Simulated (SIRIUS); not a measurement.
Input file:

```
{
  "control": {
    "processing_unit": "cpu",
    "std_evp_solver_name": "lapack",
    "gen_evp_solver_name": "lapack",
    "verbosity": 2,
    "print_forces": true,
    "ortho_rf": true,
    "use_second_variation": true,
    "rmt_max": 3.0,
    "num_bands_to_print": 18,
    "save_wf": true
  },
  "parameters": {
    "electronic_structure_method": "full_potential_lapwlo",
    "xc_functionals": ["XC_GGA_X_PBE_SOL", "XC_GGA_C_PBE_SOL"],
    "core_relativity": "dirac",
    "valence_relativity": "iora",
    "num_fv_states": 18,
    "smearing": "fermi_dirac",
    "smearing_width": 0.0018374661,
    "pw_cutoff": 20,
    "gk_cutoff": 3.5,
    "lmax_apw": 10,
    "lmax_rho": 8,
    "lmax_pot": 8,
    "num_mag_dims": 0,
    "auto_rmt": 0,
    "ngridk": [10, 10, 10],
    "shiftk": [0, 0, 0],
    "num_dft_iter": 80,
    "energy_tol": 1e-07,
    "density_tol": 1e-05,
    "use_symmetry": true
  },
  "settings": {"tol_ne": 1e-10},
  "iterative_solver": {"type": "exact"},
  "mixer": {"type": "anderson", "beta": 0.5, "max_history": 8},
  "unit_cell": {
    "lattice_vectors": [[5.1092180251, 0.0, 0.0], [0.0, 5.1092180251, 0.0], [0.0, 0.0, 5.1092180251]],
    "atom_types": ["As"],
    "atom_files": {"As": "As.json"},
    "atoms": {"As": [[0.5, 0.5, 0.5]]}
  }
}
```

Command:

```sh
OMP_NUM_THREADS=1 sirius.scf --input=sirius_start.json --output=start.json
OMP_NUM_THREADS=1 sirius.scf --input=sirius.json --output=output.json --task=1
```

Below, planes, directions and counts refer to the conventional cell (a = 2.70 Å, b = 2.70 Å, c = 2.70 Å, α = 90.00°, β = 90.00°, γ = 90.00°).

Space group Pm-3m; a structure from a database of computed crystals, not necessarily the ambient phase.

Computed with Kohn-Sham DFT of a periodic cell, PBEsol, all-electron FP-LAPW in SIRIUS 7.12.0.

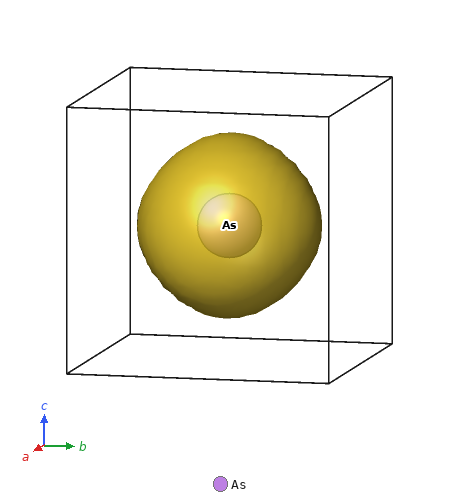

As. Isosurface of the total electron density at 0.6 e/Å³ (yellow), seen slightly off an axis.

> Which contacts does the surface bridge?

At this value the density breaks into separate islands. It bridges none of the near contacts. It is pinched off along the sampled As–As (2.70 Å) contacts. On the grid the lowest density along these lines, outside the cores, is 0.35 e/Å³ (As–As, 2.70 Å).
